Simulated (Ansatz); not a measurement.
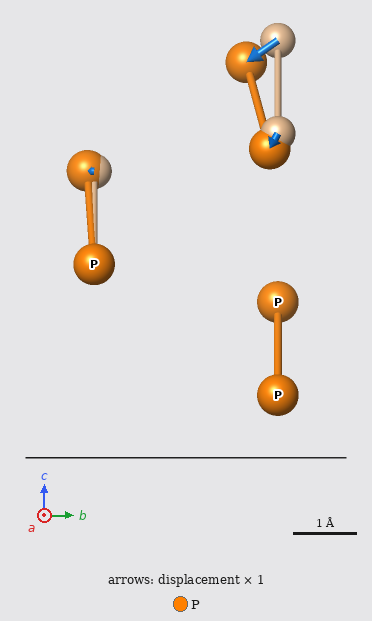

A constrained relaxation of a slab of composition P (cut from the Cmce phase). The starting structure is drawn faded, the final one solid; blue arrows show the displacements, at their true length.

The picture is a ball-and-stick view of the cell of the calculation, outlined in the plane, without the vacuum, seen along the a axis.

Case: clean slab, lower half held. The slab is the (0 0 1) face of P. 6 atoms are held fixed.

The calculation used DFT PBE+D3(BJ), scalar-relativistic, plane waves, PAW in Ansatz 0.2.0.

Input
```yaml
crystal:
  lattice:
    - [6.64504867, 0.0, 0.0]
    - [-1.6612621675, 5.095760436, 0.0]
    - [0.0, 0.0, 22.651074458]
  atoms:
    - { symbol: P, position: [0.4468098271, 0.7872393084, 0.3752581369] }
    - { symbol: P, position: [0.9468098271, 0.7872393084, 0.3752581369] }
    - { symbol: P, position: [0.1968098271, 0.7872393084, 0.4407831892] }
    - { symbol: P, position: [0.6968098271, 0.7872393084, 0.4407831892] }
    - { symbol: P, position: [0.3031901729, 0.2127606916, 0.4672374739] }
    - { symbol: P, position: [0.8031901729, 0.2127606916, 0.4672374739] }
    - { symbol: P, position: [0.0531901729, 0.2127606916, 0.5327625261] }
    - { symbol: P, position: [0.5531901729, 0.2127606916, 0.5327625261] }
    - { symbol: P, position: [0.4468098271, 0.7872393084, 0.5592168108] }
    - { symbol: P, position: [0.9468098271, 0.7872393084, 0.5592168108] }
    - { symbol: P, position: [0.1968098271, 0.7872393084, 0.6247418631] }
    - { symbol: P, position: [0.6968098271, 0.7872393084, 0.6247418631] }
basis:
  ecutwfc: 420
kpoints:
  mp_grid: { grid: [5, 6, 1] }
hamiltonian:
  xc: pbe
  dispersion: d3bj
scf:
  occupations: { method: gaussian, width: 0.1 }
output:
  forces: true
  eigenvalues: true
  write_density: true
  write_potential: true
  elf: true
  volumetric_format: npy
relax:
  adjacent_minimum: "off"
  f_tol: 0.03
  max_steps: 70
  constraints: [{ sites: [0, 1, 2, 3, 4, 5] }]
efield:
  axis: 3
  dipole_correction: true
  ramp_width: 0.04
```

Run as
```bash
ansatz run input.yaml --threads 2 --pin off --max-ram 5120MiB --backend cpu --events-out ev --progress --plain --runs-dir out
```

> Describe the change and its energy.

The energy falls by 0.191 eV per cell of the calculation in 5 accepted moves (6 points after the start). Largest force component: 0.92 eV/Å at the start, 0.014 eV/Å at the end. 1 step only repeated the SCF at the same geometry. The largest moves, 0.61 Å, are those of P11 and P12. P11 goes at 55° to the normal (−c side). The cell doesn't change. Among the contacts that change: P10–P11 2.228 → 2.188 Å, P7–P10 2.250 → 2.219 Å, P5–P7 2.228 → 2.235 Å. Among the angles between lasting bonds that change: P8–P9–P11 100.2° → 105.7°, P8–P9–P12 100.2° → 105.5°, P3–P5–P7 100.2° → 97.6°.
